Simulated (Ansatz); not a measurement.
**ZnSe: one change and its effect**

System: ZnSe (F-43m, 2 atoms in the cell).
Method of run A: Kohn-Sham DFT of a periodic cell, RPBE with D3(BJ), all-electron LAPW, scalar-relativistic, no spin polarisation (Ansatz 0.2.0).

The structure derives from an entry of the Crystallography Open Database. Text and figures count atoms from 1; the logs count them from 0 in places.

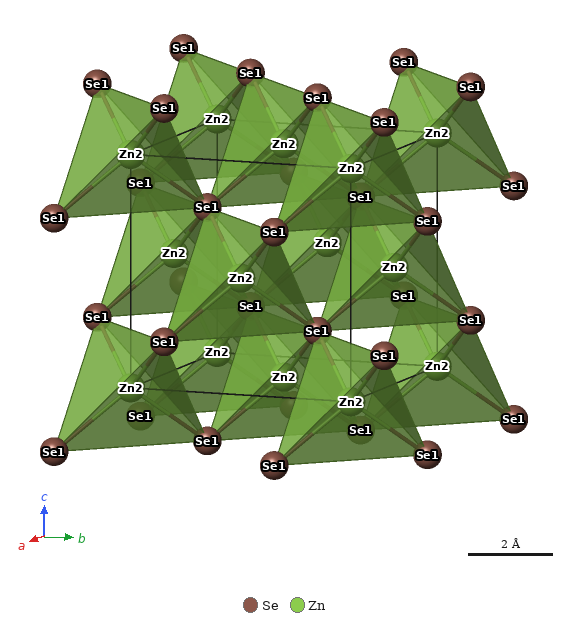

Fig. 1: The starting structure (polyhedral view of the cell 4 times as large as that of the calculation, set on its symmetry axes, seen slightly off an axis; polyhedra are completed across the faces of the cell; atoms are numbered from 1 in the order of the input). An atom can appear more than once, as a periodic image.

**The input, run A**
```yaml
crystal:
  lattice:
    - [0.0, 2.8338, 2.8338]
    - [2.8338, 0.0, 2.8338]
    - [2.8338, 2.8338, 0.0]
  atoms:
    - { symbol: Se, position: [0.75, 0.75, 0.75] }
    - { symbol: Zn, position: [0.0, 0.0, 0.0] }
kpoints:
  mp_grid: { grid: [8, 8, 8] }
scf:
  occupations: { method: fermi_dirac, width: 0.05 }
hamiltonian:
  xc: rpbe
  dispersion: d3bj
  pseudopotentials: { kind: all_electron, lapw: { basis_error: 0.001 } }
output:
  forces: true
  stress: true
relax:
  f_tol: 0.005
  max_steps: 60
  cell: {}
```

Command:
```bash
ansatz run input.yaml --threads 1 --pin off --max-ram 3072MiB --backend cpu --events-out ev --progress --plain --runs-dir out
```

Hardware: 1 thread of AMD EPYC (Zen 3), 189 GiB of memory available, shared host.

**Output, shortened to warnings, some set-up lines, iterations and results (run A)**
```
Basis set: ecut = 335.55193127546437 eV, 609 PW (Γ), exchange–correlation at level 2
Symmetry: 24 space group operations
k-points: 29 of 512 (time reversal used)
Initial density: superposition of atomic densities (chi_scale 0.1, normalization cell, long waves kept (reshape's long-wave potential 0.00 eV rms))
[...]
SCF iter   1: F=—  HF=-115014.325832 eV  |F-HF|=—  |Δ(HF+E_count)|=         —  Δρ=3.18e-2  dr2=7.82e-1  ethr=1.78e-3  ⟨swp⟩=2.0  Hψ=4885  notcnv=0
SCF iter   2: F=—  HF=-115014.112554 eV  |F-HF|=—  |Δ(HF+E_count)|=   2.13e-1  Δρ=9.81e-3  dr2=3.40e-2  ethr=7.73e-5  ⟨swp⟩=2.0  Hψ=3991  notcnv=0
SCF iter   3: F=—  HF=-115014.051151 eV  |F-HF|=—  |Δ(HF+E_count)|=   6.14e-2  Δρ=6.67e-3  dr2=1.73e-2  ethr=7.73e-5  ⟨swp⟩=3.0  Hψ=2471  notcnv=0
SCF iter   4: F=—  HF=-115014.046128 eV  |F-HF|=—  |Δ(HF+E_count)|=         —  Δρ=3.18e-3  dr2=4.18e-3  ethr=3.93e-5  ⟨swp⟩=2.0  Hψ=2218  notcnv=0
SCF iter   5: F=—  HF=-115014.047302 eV  |F-HF|=—  |Δ(HF+E_count)|=   1.17e-3  Δρ=6.97e-4  dr2=1.66e-4  ethr=9.50e-6  ⟨swp⟩=2.6  Hψ=2255  notcnv=0
[... 25 lines ...]
relax step   4: F+E_penalty+E_count = -115014.11894123 eV  Δ(F+E_penalty+E_count) = -1.432e-4 eV  max|allowed force component| = 1.503e-17 eV/Å  Δτ_max = 0.0000 Å  P = -0.001 …
SCF iter   1: F=—  HF=-115014.118941 eV  |F-HF|=—  |Δ(HF+E_count)|=         —  Δρ=4.26e-6  dr2=1.20e-8  ethr=2.73e-11  ⟨swp⟩=3.9  Hψ=3695  notcnv=0
SCF iter   2: F=-115014.118941 eV  HF=-115014.118941 eV  |F-HF|=1.19e-9  |Δ(HF+E_count)|=   3.31e-8  Δρ=2.23e-6  dr2=2.57e-9  ethr=2.73e-11  ⟨swp⟩=2.9  Hψ=2193  notcnv=0
SCF 5 converged in 2 iterations: F = -115014.118941 eV  dr2 = 2.57e-9
relax step   5: F+E_penalty+E_count = -115014.11894139 eV  Δ(F+E_penalty+E_count) = -1.541e-7 eV  max|allowed force component| = 1.272e-17 eV/Å  Δτ_max = 0.0000 Å  P = -0.001 …
basis re-selected at this cell: Δ(F+E_penalty+E_count) = -1.541e-7 eV, ΔP = +0.000 GPa vs the last step (what re-selecting the basis moved, after the strain that the cell walked since its last selection, with what the two solves' SCF thresholds leave and, on support functions, any second-order …
SCF converged after 2 iterations
Free energy (F): -115014.118941 eV
Harris-Foulkes:  -115014.118941 eV  (|F-HF|=1.19e-9)
Internal energy: -115014.118941 eV  (E = F + TS)
E sigma→0 (E₀):  -115014.118941 eV
Fermi energy:    10.510724 eV
--- Per-component energies (eV) ---
  E_band       = -2182.524350
  E_kinetic    = 117487.349290
  E_xc         = -4359.842365
  E_electrostatic = -228138.886945  (all electrons and nuclei)
  E_disp       = -2.738922  (pairwise vdW)
  E_smearing   = -0.000000  (= −TS)
  E_closure    = 0.000000  (closes the sum)
  E_atoms      = -115006.230797  (free atoms, spherical and without spin; not in F)
  Σ components = -115014.118941   (vs F -115014.118941, Δ=0.00e0)
  Basis errors (estimates in eV, not in F): energy 5.1e-4 per atom: plane waves 4.7e-4 (2.8e-4 summed), levels above the bands 1.1e-67, relativity 3.8e-8, radial functions 4.0e-5, core shells 1.0e-10; eigenvalues (radial functions only) 6.8e-7; not estimated: angular momenta, meshes, grids; target …
--- Forces (eV/Å), atoms counted from 1 ---
  atom   1  Se     0.00000000     0.00000000     0.00000000
  atom   2  Zn     0.00000000    -0.00000000    -0.00000000
  max |Σ_I F_I| component: 1.85e-17 eV/Å
--- Stress (GPa, compression-positive) ---
       -0.000780      -0.000000      -0.000000
       -0.000000      -0.000780       0.000000
       -0.000000       0.000000      -0.000780
  P = ⅓ Tr σ = -0.0008 GPa (-0.008 kbar)
--- Relaxed structure (4 steps of the walk, 4 accepted, 1 SCFs on fresh bases) ---
  F+E_penalty+E_count = -115014.11894139 eV   max|allowed force component| = 1.272e-17 eV/Å   (the final SCF, on the basis selected at the relaxed cell)
  cell:  # Å, volume = 41.6106 Å³
    - [-5.849067777060431e-34, 2.7503706670219685, 2.7503706670219685]
    - [2.7503706670219685, 1.6931473673669345e-34, 2.7503706670219685]
    - [2.7503706670219685, 2.7503706670219685, 9.463589664231907e-34]
  atoms:
    - { symbol: Se, position: [0.7500000000000001, 0.7500000000000001, 0.7500000000000001] }
[...]
```

For run B the input was changed thus:
```diff
-  dispersion: d3bj
```

How does run B compare with run A?

The total energies belong to different models, so their difference says nothing on which is more stable or more accurate. The volume per atom goes from 20.81 to 24.49 Å³. The SCF takes 23 iterations over all geometry steps against 25.

**Output, shortened to warnings, some set-up lines, iterations and results (run B)**
```
Basis set: ecut = 335.55193127546437 eV, 609 PW (Γ), exchange–correlation at level 2
Symmetry: 24 space group operations
k-points: 29 of 512 (time reversal used)
Initial density: superposition of atomic densities (chi_scale 0.1, normalization cell, long waves kept (reshape's long-wave potential 0.00 eV rms))
[...]
SCF iter   1: F=—  HF=-115011.849224 eV  |F-HF|=—  |Δ(HF+E_count)|=         —  Δρ=3.18e-2  dr2=7.82e-1  ethr=1.78e-3  ⟨swp⟩=2.0  Hψ=4885  notcnv=0
SCF iter   2: F=—  HF=-115011.635947 eV  |F-HF|=—  |Δ(HF+E_count)|=   2.13e-1  Δρ=9.81e-3  dr2=3.40e-2  ethr=7.73e-5  ⟨swp⟩=2.0  Hψ=3991  notcnv=0
SCF iter   3: F=—  HF=-115011.574543 eV  |F-HF|=—  |Δ(HF+E_count)|=   6.14e-2  Δρ=6.67e-3  dr2=1.73e-2  ethr=7.73e-5  ⟨swp⟩=3.0  Hψ=2471  notcnv=0
SCF iter   4: F=—  HF=-115011.569520 eV  |F-HF|=—  |Δ(HF+E_count)|=         —  Δρ=3.18e-3  dr2=4.18e-3  ethr=3.93e-5  ⟨swp⟩=2.0  Hψ=2218  notcnv=0
SCF iter   5: F=—  HF=-115011.570694 eV  |F-HF|=—  |Δ(HF+E_count)|=   1.17e-3  Δρ=6.97e-4  dr2=1.66e-4  ethr=9.50e-6  ⟨swp⟩=2.6  Hψ=2255  notcnv=0
[... 23 lines ...]
relax step   4: F+E_penalty+E_count = -115011.61515600 eV  Δ(F+E_penalty+E_count) = -5.263e-5 eV  max|allowed force component| = 1.850e-17 eV/Å  Δτ_max = 0.0000 Å  P = +0.005 …
SCF iter   1: F=—  HF=-115011.615156 eV  |F-HF|=—  |Δ(HF+E_count)|=         —  Δρ=6.13e-6  dr2=2.96e-8  ethr=6.73e-11  ⟨swp⟩=4.1  Hψ=3719  notcnv=0
SCF iter   2: F=-115011.615156 eV  HF=-115011.615156 eV  |F-HF|=1.98e-8  |Δ(HF+E_count)|=   7.49e-8  Δρ=3.57e-6  dr2=1.07e-8  ethr=6.73e-11  ⟨swp⟩=3.0  Hψ=2284  notcnv=0
SCF 5 converged in 2 iterations: F = -115011.615156 eV  dr2 = 1.07e-8
relax step   5: F+E_penalty+E_count = -115011.61515584 eV  Δ(F+E_penalty+E_count) = +1.589e-7 eV  max|allowed force component| = 1.966e-17 eV/Å  Δτ_max = 0.0000 Å  P = +0.005 …
basis re-selected at this cell: Δ(F+E_penalty+E_count) = +1.589e-7 eV, ΔP = +0.000 GPa vs the last step (what re-selecting the basis moved, after the strain that the cell walked since its last selection, with what the two solves' SCF thresholds leave and, on support functions, any second-order …
SCF converged after 2 iterations
Free energy (F): -115011.615156 eV
Harris-Foulkes:  -115011.615156 eV  (|F-HF|=1.98e-8)
Internal energy: -115011.615156 eV  (E = F + TS)
E sigma→0 (E₀):  -115011.615156 eV
Entropy (-TS):   -0.000000 eV (-0.000 meV/atom)
Fermi energy:    7.727623 eV
--- Per-component energies (eV) ---
  E_band       = -2271.451356
  E_kinetic    = 117478.500496
  E_xc         = -4357.999108
  E_electrostatic = -228132.116543  (all electrons and nuclei)
  E_smearing   = -0.000000  (= −TS)
  E_closure    = 0.000000  (closes the sum)
  E_atoms      = -115006.230797  (free atoms, spherical and without spin; not in F)
  Σ components = -115011.615156   (vs F -115011.615156, Δ=0.00e0)
  Basis errors (estimates in eV, not in F): energy 4.1e-4 per atom: plane waves 3.7e-4 (2.2e-4 summed), levels above the bands 1.2e-68, relativity 5.5e-8, radial functions 3.6e-5, core shells 4.5e-11; eigenvalues (radial functions only) 5.1e-7; not estimated: angular momenta, meshes, grids; target …
--- Forces (eV/Å), atoms counted from 1 ---
  atom   1  Se    -0.00000000     0.00000000     0.00000000
  atom   2  Zn    -0.00000000    -0.00000000    -0.00000000
  max |Σ_I F_I| component: 1.16e-17 eV/Å
--- Stress (GPa, compression-positive) ---
        0.004980      -0.000000      -0.000000
       -0.000000       0.004980       0.000000
       -0.000000       0.000000       0.004980
  P = ⅓ Tr σ = 0.0050 GPa (0.050 kbar)
--- Relaxed structure (4 steps of the walk, 4 accepted, 1 SCFs on fresh bases) ---
  F+E_penalty+E_count = -115011.61515584 eV   max|allowed force component| = 1.966e-17 eV/Å   (the final SCF, on the basis selected at the relaxed cell)
  cell:  # Å, volume = 48.9887 Å³
    - [-9.6125779254031e-35, 2.9041692443638847, 2.9041692443638847]
    - [2.9041692443638847, 1.1716464556997891e-33, 2.9041692443638847]
    - [2.9041692443638847, 2.9041692443638847, 1.3818311279767843e-33]
  atoms:
    - { symbol: Se, position: [0.7499999999999999, 0.7499999999999999, 0.7499999999999999] }
[...]
```

**The two runs side by side**

| quantity | run A | run B |
| --- | --- | --- |
| outcome | converged | converged |
| free energy per atom (eV) | −57507.0595 | −57505.8076 |
| pressure (GPa) | 0.00 | 0.00 |
| volume per atom (Å³) | 20.81 | 24.49 |
| largest force (eV/Å) | 0.000 | 0.000 |
| SCF iterations | 25 | 23 |
| irreducible k-points | 29 | 29 |
| wall time (shared host) | 2.3 min | 2.1 min |
